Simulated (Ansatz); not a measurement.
# BaIBr (Pnma): band gap by G0W0 on PBEsol

Aim: the quasiparticle gap of BaIBr (Pnma), starting from PBEsol.

Program: Ansatz 0.2.0. Level of theory: PBEsol, then G0W0 on it, plane waves, PAW. Results are calculated unless marked as measured.

### 1. The starting structure

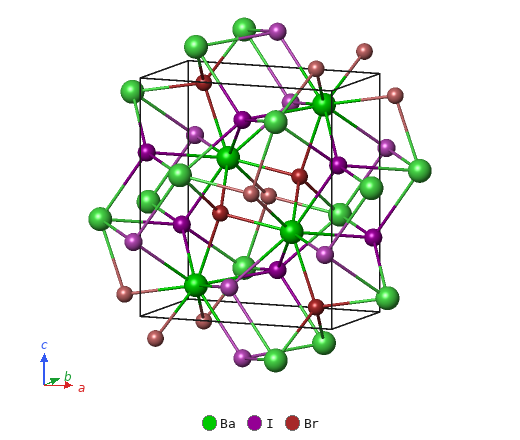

The cell as given, slightly off an axis (barium green, iodine purple, bromine red). Some periodic images of atoms are drawn too.

The cell and positions are those that the Materials Project relaxed with its own functionals (PBE, PBE+U or r2SCAN), kept fixed. Spin-orbit coupling is left out unless a step names it. The default PAW set here is soft_2. Its files were made with PBE.

### 2. Bands along the symmetry lines

Levels along a band path and on the mesh show where this functional puts the band edges.

This step: DFT, PBEsol, plane waves, PAW.

Contents of input.yaml:

```yaml
crystal:
  lattice:
    - [8.81446039, 0.0, 0.0]
    - [0.0, 5.12429103, 0.0]
    - [0.0, 0.0, 10.19167839]
  atoms:
    - { symbol: Ba, position: [0.72882454, 0.25, 0.37513703] }
    - { symbol: Ba, position: [0.27117546, 0.75, 0.62486297] }
    - { symbol: Ba, position: [0.77117546, 0.75, 0.87513703] }
    - { symbol: Ba, position: [0.22882454, 0.25, 0.12486297] }
    - { symbol: I, position: [0.47161056, 0.25, 0.83177655] }
    - { symbol: I, position: [0.52838944, 0.75, 0.16822345] }
    - { symbol: I, position: [0.02838944, 0.75, 0.33177655] }
    - { symbol: I, position: [0.97161056, 0.25, 0.66822345] }
    - { symbol: Br, position: [0.8564719, 0.25, 0.06668585] }
    - { symbol: Br, position: [0.1435281, 0.75, 0.93331415] }
    - { symbol: Br, position: [0.6435281, 0.75, 0.56668585] }
    - { symbol: Br, position: [0.3564719, 0.25, 0.43331415] }
kpoints:
  mp_grid: { grid: [4, 4, 2] }
  band_path:
    path:
      - [[0.0, 0.0, 0.0], [0.5, 0.0, 0.0], [0.5, 0.5, 0.0], [0.0, 0.5, 0.0], [0.0, 0.0, 0.0], [0.0, 0.0, 0.5], [0.5, 0.0, 0.5], [0.5, 0.5, 0.5], [0.0, 0.5, 0.5], [0.0, 0.0, 0.5]]
      - [[0.5, 0.0, 0.0], [0.5, 0.0, 0.5]]
      - [[0.0, 0.5, 0.0], [0.0, 0.5, 0.5]]
      - [[0.5, 0.5, 0.0], [0.5, 0.5, 0.5]]
    npoints: 10
hamiltonian:
  xc: pbesol
scf:
  occupations: { method: fermi_dirac, width: 0.02 }
  n_extra_bands: 8
output:
  eigenvalues: true
  forces: true
  stress: true
  write_density: true
  write_potential: true
  elf: true
  volumetric_format: npy
```

Run with:

```
$ ansatz run input.yaml --threads 3 --pin off --max-ram 92160MiB --backend cuda --events-out ev --progress --plain --runs-dir out --devices 1 --max-vram 13GiB
```

Numbers of over 12 decimals in the logs are rounded to 6 here.

The log of the run:

```text
scf.n_extra_bands = 8 over 68 filled bands (N_el = 136.0): the run solves 76 bands
GPUs: using 1 of 1 available (devices: 1).
Engine: ansatz 0.2.0, x86_64-unknown-linux-gnu
Pseudopotentials: kind: paw
Pseudopotential: Ba, paw, valence charge 10, recommended cutoff 420 eV (normal), Ba.paw.azcp
Pseudopotential: I, paw, valence charge 17, recommended cutoff 420 eV (normal), I.paw.azcp
Pseudopotential: Br, paw, valence charge 7, recommended cutoff 420 eV (normal), Br.paw.azcp
Functional definition: PBEsol
  exchange = pbesol_x
  correlation = pbesol_c
device memory: the entry about to start is reckoned to put 6.5 GiB on a device that reports 47.2 GiB free (of which the cap on the GPU budget leaves the run 13.0 GiB)
GPU FFT provider: cuFFT
GPU libraries: cuBLAS 13.8.2, cuFFT 12.4.0, cuSOLVER 12.3.4
Crystal: 12 atoms, lattice volume = 460.336 Å³
Basis set: ecut = 420 eV, 8947 PW (Γ), exchange–correlation on 120×72×144 points (8 copies of the dense FFT grid, shifted against one another)
Bands: 76, of which v1, the nominal top of the filled ones, is band 68 counted from 1 (67 counted from 0)
Symmetry: 8 space group operations
Space group: Pnma (ITA 62), of the structure as read, at distance tolerance 7.7e-5 Å
k-points: 18 of 32
Non-local potential: Ba, projectors of the file, l = 0: 3, l = 1: 2, l = 2: 2, l = 3: 2
Non-local potential: I, projectors of the file, l = 0: 2, l = 1: 2, l = 2: 2, l = 3: 2
Non-local potential: Br, projectors of the file, l = 0: 2, l = 1: 2, l = 2: 2
PAW form: soft (Blöchl's): semilocal exchange-correlation on the pseudo side does not see the compensation charge
PAW frozen core: Ba, regenerated for the run's functional, and the local potential with it (the file was generated under x = pbe(κ = 0.804, μ = 0.219515), c = pbe(β = 0.066725))
PAW frozen core: I, regenerated for the run's functional, and the local potential with it (the file was generated under x = pbe(κ = 0.804, μ = 0.219515), c = pbe(β = 0.066725))
PAW frozen core: Br, regenerated for the run's functional, and the local potential with it (the file was generated under x = pbe(κ = 0.804, μ = 0.219515), c = pbe(β = 0.066725))
PAW one-centre angular grid: Ba, 194 points (default); XC on 64 Gauss nodes
PAW one-centre angular grid: I, 590 points (default); XC on 64 Gauss nodes
PAW one-centre angular grid: Br, 110 points (default); XC on 64 Gauss nodes
Initial density: superposition of atomic densities (neutral atoms: chi_scale 0, normalization atom), corrected by the library's trained network
Initial wavefunctions: pseudopotential atomic-orbital guess
GPU buffer pool allocated for 155520 grid points (all kernels)
GPU transforms: local potential and band sums: pruned to the plane-wave sphere, on 60×36×72
Functional: x = pbesol(κ = 0.804, μ = 0.123457), c = pbesol(β = 0.046)
SCF iter   1: F=—  HF=-64150.225236 eV  |F-HF|=—  |Δ(HF+E_count)|=         —  Δρ=2.01e-3  dr2=2.48e-2  ethr=1.77e-3  ⟨swp⟩=14.9  Hψ=8074  notcnv=0
preconditioner: auto → Resta (q_TF=auto, 2.227 Å⁻¹)  ε∞=3.3  [insulator: Δε(μ)=3.380 eV  Ē_g=10.741 eV  σ=0.020 eV  W_gap=1.00  n_scr=82 (ndim 8)  ℏωp=16.2 eV  f_vac=0.008  D(μ)=0.00/eV (n_scr^D=0)  ε∞_Penn≈3.3]
SCF iter   2: F=—  HF=-64150.224805 eV  |F-HF|=—  |Δ(HF+E_count)|=   4.31e-4  Δρ=1.08e-3  dr2=6.53e-3  ethr=1.83e-5  ⟨swp⟩=3.8  Hψ=3132  notcnv=0  defer=55
SCF iter   3: F=—  HF=-64150.226176 eV  |F-HF|=—  |Δ(HF+E_count)|=   1.37e-3  Δρ=2.16e-4  dr2=1.75e-4  ethr=4.80e-6  ⟨swp⟩=3.0  Hψ=1995  notcnv=0  defer=55
SCF iter   4: F=—  HF=-64150.226277 eV  |F-HF|=—  |Δ(HF+E_count)|=   1.01e-4  Δρ=5.74e-5  dr2=1.50e-5  ethr=1.29e-7  ⟨swp⟩=2.0  Hψ=2461  notcnv=0  defer=55
SCF iter   5: F=—  HF=-64150.226682 eV  |F-HF|=—  |Δ(HF+E_count)|=   4.05e-4  Δρ=9.62e-6  dr2=6.06e-7  ethr=1.10e-8  ⟨swp⟩=2.0  Hψ=2189  notcnv=0  defer=55
SCF iter   6: F=-64150.226683 eV  HF=-64150.226683 eV  |F-HF|=7.79e-8  |Δ(HF+E_count)|=   6.91e-7  Δρ=2.97e-6  dr2=4.66e-8  ethr=7.35e-11  ⟨swp⟩=20.3  Hψ=15899  notcnv=0
SCF 1 converged in 6 iterations: F = -64150.226683 eV  dr2 = 4.66e-8
  Residual-converged pass: ⟨swp⟩=1.2  Hψ=1444  notcnv=0  max |occ|·‖R‖ = 7.0e-9 eV (tolerance 1.0e-8 eV)  dr2=4.66e-8  dr2_onsite=1.82e-9  max |Δocc| = 0.0e0
  greatest PAW one-centre occupation: 0.999 electrons in one spin orbital (limit 2), on the I atom at site 5 (counted from 0), in its partial waves of l = 2
device memory: the entry about to start is reckoned to put 6.0 GiB on a device that reports 46.3 GiB free (of which the cap on the GPU budget leaves the run 13.0 GiB)
NSCF: frozen V_eff on 124 k-points
SCF converged after 6 iterations
Free energy (F): -64150.226683 eV
Harris-Foulkes:  -64150.226683 eV  (|F-HF|=7.79e-8)
Internal energy: -64150.226683 eV  (E = F + TS)
E sigma→0 (E₀):  -64150.226683 eV
Fermi energy:    6.631668 eV
--- Per-component energies (eV) ---
  E_band       = -1807.031278
  E_kinetic    = 1960.463678
  E_local      = -10554.522136  (includes V_loc(G=0)·N_el)
  E_nonlocal   = 160.574950
  E_hartree    = 4982.665063
  E_xc         = -2223.052229
  E_vxc        = -1472.481208  (∫ρ·V_xc dr)
  E_paw        = -48321.246734  (= ΣΔE_a)
  E_vpaw       = -1866.397387  (= ΣTr[D̂ρ^β])
  E_aug_tail   = 0.000068  (compensation charges beyond the density's cutoff)
  E_ewald      = -10157.732725
  E_core_change = 2.623382  (= ΣΔE_core)
  E_smearing   = -0.000000  (= −TS)
  E_closure    = -0.000000  (closes the sum)
  Σ components = -64150.226683   (vs F -64150.226683, Δ=0.00e0)
--- Forces (eV/Å), atoms counted from 1 ---
  atom   1  Ba    -0.02881277     0.00000000     0.03460719
  atom   2  Ba     0.02881277    -0.00000000    -0.03460719
  atom   3  Ba     0.02881277    -0.00000000     0.03460719
  atom   4  Ba    -0.02881277    -0.00000000    -0.03460719
  atom   5  I     -0.00332717    -0.00000000    -0.00145740
  atom   6  I      0.00332717     0.00000000     0.00145740
  atom   7  I      0.00332717    -0.00000000    -0.00145740
  atom   8  I     -0.00332717     0.00000000     0.00145740
  atom   9  Br     0.01177891    -0.00000000    -0.01357125
  atom  10  Br    -0.01177891     0.00000000     0.01357125
  atom  11  Br    -0.01177891     0.00000000    -0.01357125
  atom  12  Br     0.01177891    -0.00000000     0.01357125
  max |Σ_I F_I| component: 6.94e-18 eV/Å
--- Stress (GPa, compression-positive) ---
       -1.728977       0.000000      -0.000000
        0.000000      -1.763158      -0.000000
       -0.000000      -0.000000      -1.827411
  P = ⅓ Tr σ = -1.7732 GPa (-17.732 kbar)
--- Band table (eV; the first three rows and the last of 18) ---
  k-point 0: bands = [... 64 lower, 4.5986, 4.7332, 4.7882, 4.9160, 8.3422, 8.9124, 8.9463, 9.0953, ... 4 higher]
  k-point 1: bands = [... 64 lower, 4.5097, 4.5097, 4.6705, 4.6705, 8.8051, 8.8051, 9.0747, 9.0747, ... 4 higher]
  k-point 2: bands = [... 64 lower, 4.3579, 4.4611, 4.5450, 4.7050, 8.9013, 9.3090, 9.4641, 9.6222, ... 4 higher]
  k-point 17: bands = [... 64 lower, 4.5341, 4.5341, 4.5341, 4.5341, 9.8385, 9.8385, 9.8385, 9.8385, ... 4 higher]
```

Run time: 21 s. Hardware: 1 × NVIDIA H100 80GB HBM3 (shared by 6 runs) with 3 threads of AMD EPYC 7R13 (Zen 3), shared host; peak memory 1.3 GiB.

The column dr2 measures how far the density is from self-consistency, as an energy; F and HF (Harris–Foulkes) agree once it is small.

This step gave:

- pressure: -1.773 GPa
- filled bands: 68
- gap: 3.426 eV
- valence top at: Γ
- conduction bottom at: Γ
- least direct gap: 3.426 eV

Over mesh and path the gap is 3.426 eV, direct, at k = Γ.

The electronic bands at the labelled points (eV, zero at the top of the highest nominally filled band):

```tsv
point	band 65	band 66	band 67	band 68	band 69	band 70	band 71	band 72
Γ	-0.32	-0.18	-0.13	0.00	3.43	4.00	4.03	4.18
X	-0.47	-0.47	-0.14	-0.14	3.90	3.90	4.37	4.37
S	-0.42	-0.42	-0.42	-0.42	4.81	4.81	4.81	4.81
Y	-0.55	-0.55	-0.41	-0.41	4.57	4.57	4.72	4.72
Γ	-0.32	-0.18	-0.13	0.00	3.43	4.00	4.03	4.18
Z	-0.41	-0.41	-0.25	-0.25	3.89	3.89	4.16	4.16
U	-0.52	-0.52	-0.24	-0.24	4.22	4.22	4.37	4.37
R	-0.38	-0.38	-0.38	-0.38	4.92	4.92	4.92	4.92
T	-0.60	-0.60	-0.28	-0.28	4.62	4.62	4.77	4.77
Z	-0.41	-0.41	-0.25	-0.25	3.89	3.89	4.16	4.16
jump to X	-0.47	-0.47	-0.14	-0.14	3.90	3.90	4.37	4.37
U	-0.52	-0.52	-0.24	-0.24	4.22	4.22	4.37	4.37
jump to Y	-0.55	-0.55	-0.41	-0.41	4.57	4.57	4.72	4.72
T	-0.60	-0.60	-0.28	-0.28	4.62	4.62	4.77	4.77
jump to S	-0.42	-0.42	-0.42	-0.42	4.81	4.81	4.81	4.81
R	-0.38	-0.38	-0.38	-0.38	4.92	4.92	4.92	4.92
```

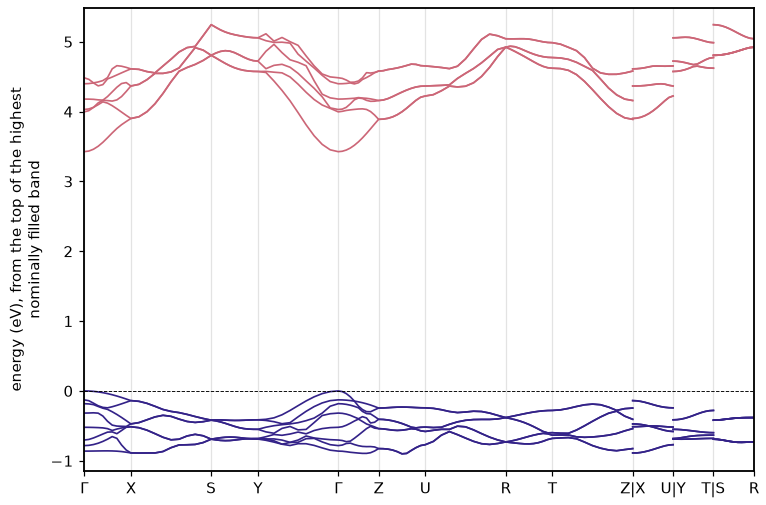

Electronic bands along the path; lines of filled and empty bands in two colours.

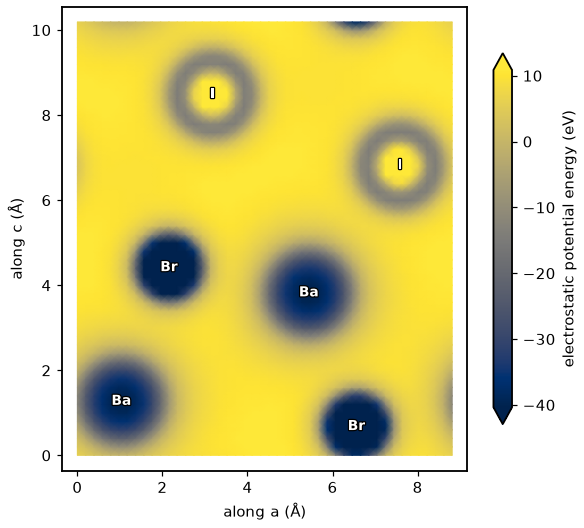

Electrostatic potential energy in the ac plane at fractional y = 0.250, with atoms of Ba and I and Br within 0.2 Å of it. With pseudopotentials it is smooth inside the atoms' cores, unlike the true potential. The map starts off the cell's origin, so that atoms lie inside it.

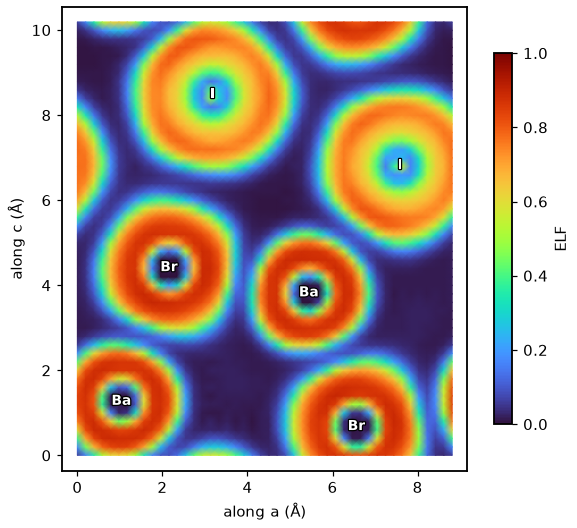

ELF in the ac plane at fractional y = 0.250, with atoms of Ba and I and Br within 0.2 Å of it. It is the smooth field of the valence electrons, not physical close to the nuclei. The map starts off the cell's origin, so that atoms lie inside it.

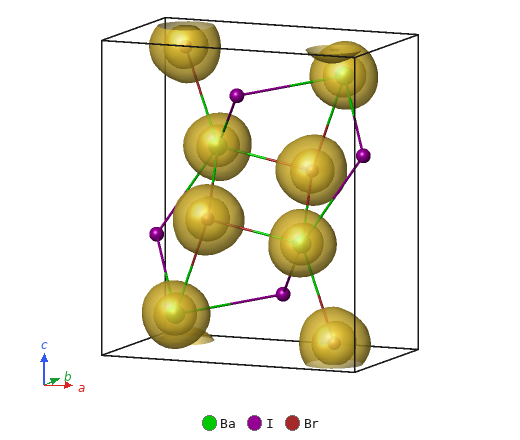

Surface of ELF = 0.82.

(Continued in part 2 of 2.)

[Paths, hosts, dates, memory and timing lines, banners, echoed tables and standing remarks are left out of the program output.]

[Logs are printed without paths, hosts, clocks, repeated set-up lines and the standing remarks that a program may print on its own settings, such as how far it seeks lower states.]

[Runs of the session that timed out or met a known fault of the program may be left out.]

[Cells called generated may have been cut or substituted from an entry of the Crystallography Open Database or the Materials Project.]

[Hosts, paths, dates, database ids (printed as entryN), source tags and the programs' standing remarks are cut or masked in the printed files.]

[Where an RPA ε∞ is given, it is that of the G0W0 mesh and is not shown converged in it. Names of k-points follow the symmetry that the program found, which can be lower than the space group named. Band edges on a path are those of the sampled points; other points can move an edge, and change direct to indirect where valleys lie close.]

[Hybrid gaps are those of their k-mesh and are not shown converged in it.]
